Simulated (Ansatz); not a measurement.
System: Al$_{12}$H (slab).

```
CELL_PARAMETERS angstrom
5.71430 0.00000 0.00000
-2.85715 4.94873 0.00000
0.00000 0.00000 20.10164
ATOMIC_POSITIONS crystal
Al 0.33333 0.16667 0.19899
Al 0.33333 0.66667 0.19899
Al 0.83333 0.16667 0.19899
Al 0.83333 0.66667 0.19899
Al 0.16667 0.33333 0.31345
Al 0.16667 0.83333 0.31345
Al 0.66667 0.33333 0.31345
Al 0.66667 0.83333 0.31345
Al 0.00000 0.00000 0.42791
Al 0.00000 0.50000 0.42791
Al 0.50000 0.00000 0.42791
Al 0.50000 0.50000 0.42791
H 0.16667 0.33333 0.39798
```

A point of a scan over the structure, not its minimum; not relaxed (largest force 1.3 eV/Å); computed without spin polarisation.

The calculation used Ansatz, DFT PBE, scalar-relativistic, plane waves, PAW.

What will maps of the valence pseudo-density and electron localisation function show?

Answer. Al–H (1.70 Å): ρ is about 0.33 e/Å³ halfway; the ELF climbs to about 1 towards the hydrogen.
Al–Al (2.86 Å): ρ is about 0.2 e/Å³ halfway; the ELF peaks at about 0.65 between the atoms.

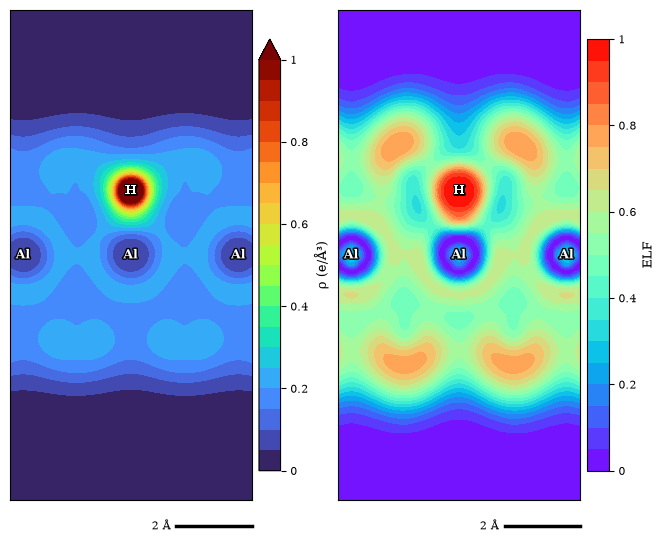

Computed valence pseudo-density and electron localisation function on the (100) plane of the calculation cell, a cut from vacuum to vacuum, in this order. Atoms just off the plane (Al, 0.8 Å away) can leave unmarked features too.

The density is the valence pseudo-density of a PAW calculation; it isn't the true density close to the nuclei.
